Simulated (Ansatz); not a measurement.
ZrO2

```cif
data_structure
_symmetry_space_group_name_H-M 'P 1'
_symmetry_Int_Tables_number 1
_cell_length_a 3.5987
_cell_length_b 3.5987
_cell_length_c 5.0893
_cell_angle_alpha 90.000
_cell_angle_beta 90.000
_cell_angle_gamma 90.000
_cell_volume 65.91
loop_
_atom_site_label
_atom_site_type_symbol
_atom_site_fract_x
_atom_site_fract_y
_atom_site_fract_z
_atom_site_occupancy
Zr1 Zr 0.00000 0.00000 0.00393 1
Zr2 Zr 0.50000 0.50000 0.50393 1
O1 O 0.50000 0.00000 0.25000 1
O2 O 0.00000 0.50000 0.75000 1
O3 O 0.50000 0.00000 0.75000 1
O4 O 0.00000 0.50000 0.25000 1
```

Space group I4mm; started from the fluorite prototype; changed on purpose from its base cell (atom 1 (Zr) moved 0.02 A along y).

Theory: DFT r2SCAN, scalar-relativistic, plane waves, PAW in Ansatz 0.2.0.

The density is the valence pseudo-density of a PAW calculation; it isn't the true density close to the nuclei.

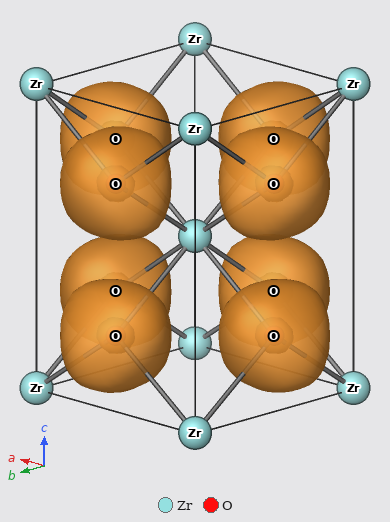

Figure 1. Isosurface of the ELF at 0.6 (orange), seen at an oblique angle. Only the valence region is drawn (cores and ρ < 0.01 e/Å³ removed). Sticks mark near contacts.

### What do the ELF domains correspond to?

The ELF exceeds this value in four regions wrapped around O (the valence shell of each), counted in one cell of 6 atoms. Any copies at cell faces, edges or corners count once. Along the contacts the grid gives the following. Zr–O (2.19 Å): the ELF peaks at about 0.85 in the valence shell of O, 0.6 Å from its nucleus, and drops to about 0.20 between the two atoms: no shared electron pair shows on this line.

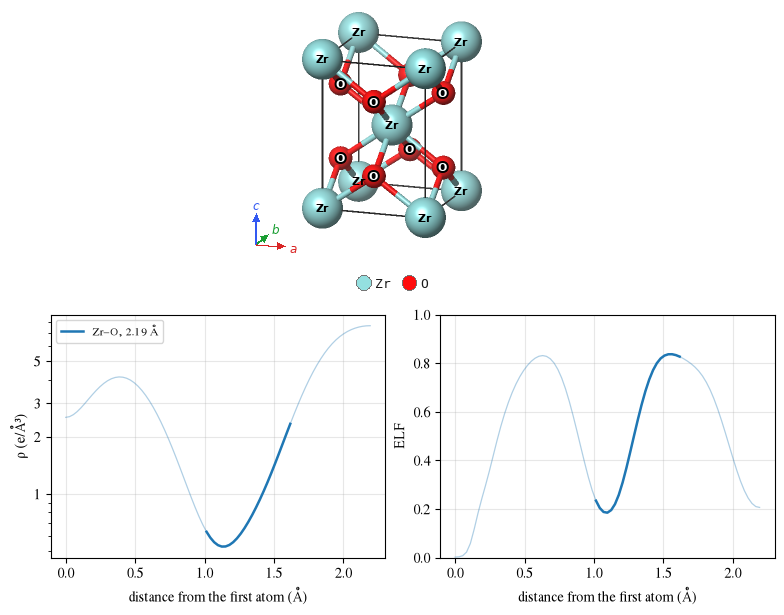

Figure 2. Valence pseudo-density and ELF along straight lines between neighbouring atoms. Thin, pale parts lie inside the atomic spheres. The structure is drawn too.

### What can be read from the curves?

Zr–O (2.19 Å): the density is about 0.54 e/Å³ at the midpoint; the ELF peaks at about 0.85 in the valence shell of O, 0.6 Å from its nucleus, and drops to about 0.20 between the two atoms; no localised pair shows between them.

### Does the calculation make it a metal, or give it a gap?

It is gapped, with a Kohn–Sham gap of 3.9 eV on the k-point mesh (the band edges may lie off the mesh, which would make the gap smaller).
